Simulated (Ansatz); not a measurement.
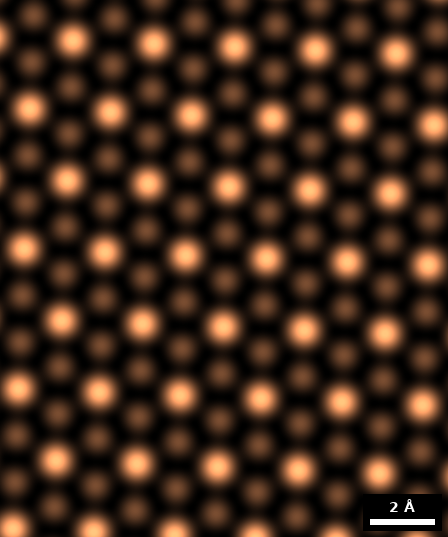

Dark-field STEM-like image of Ni. Simulated incoherent Z contrast: every atom adds Z^1.7 spread by a probe of 0.94 Å full width; channelling and multiple scattering are left out. The probe carries 15 % of its weight in a tail 2.5 times as wide.

**Measure the repeat of the pattern.**

The pattern repeats on a hexagonal net with a repeat of 2.5 Å.

**What is the plane group of the image?**

p6mm: sixfold points with mirror lines through them.

**How many columns does the smallest repeating cell hold, and how many levels of brightness?**

3 columns in the primitive cell of 5.5 Å², with 2 levels of brightness (about 100, 40 % of the brightest, counted from the darkest point).

The crystal is Ni (P6_3/mmc, No. 194) seen along [001]. Atomic positions: coordinates from a relaxation with DFT, BLYP, plane waves (420 eV) with PAW, scalar-relativistic in Ansatz 0.2.0; the starting structure was generated, so it need not be a known form of this composition.
